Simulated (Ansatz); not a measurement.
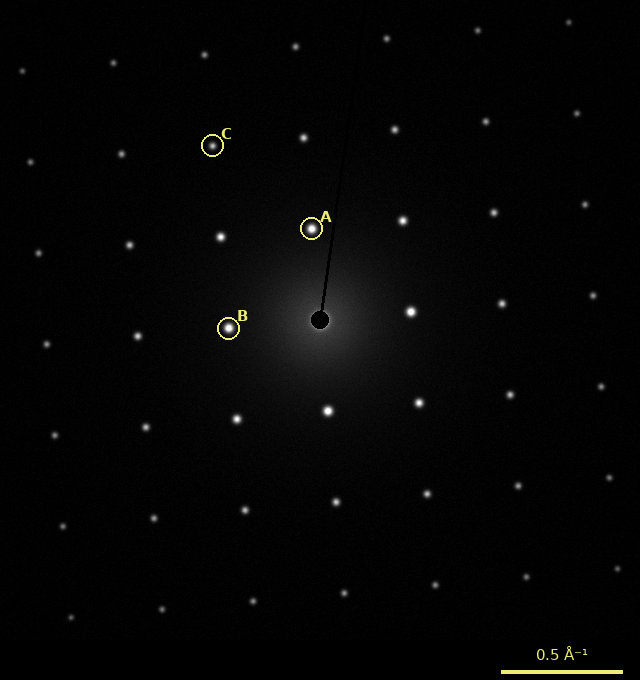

Computed electron diffraction pattern, 80 kV, single scattering only, B = 0.5 Å². The zone axis points towards the electron source and the pattern is seen from the source side.

The sample is Ge, space group Pm-3m (No. 221), a = 2.647 Å. Structure: the geometry relaxed with DFT, LDA (PW92), plane waves (420 eV) with PAW, scalar-relativistic (Ansatz); the starting structure was generated, so it need not be a known form of this composition.

```cif
data_structure
_symmetry_space_group_name_H-M 'Pm-3m'
_symmetry_Int_Tables_number 221
_cell_length_a 2.6466
_cell_length_b 2.6466
_cell_length_c 2.6466
_cell_angle_alpha 90.000
_cell_angle_beta 90.000
_cell_angle_gamma 90.000
_cell_volume 18.54
loop_
_atom_site_label
_atom_site_type_symbol
_atom_site_symmetry_multiplicity
_atom_site_Wyckoff_symbol
_atom_site_fract_x
_atom_site_fract_y
_atom_site_fract_z
_atom_site_occupancy
Ge1 Ge 1 a 0.00000 0.00000 0.00000 1
```

Spot A is indexed -1 0 0 and spot B 0 -1 0.

Index the other marked spot.

C = 2A + B = -2 -1 0 (d = 1.184 Å).

Which zone axis is this?

The cross product of A and B is parallel to [001]; every spot obeys hu + kv + lw = 0.

What are the spacings of A and B and the angle between them?

d(A) = 2.647 Å, d(B) = 2.647 Å, and the angle is 90.0°.
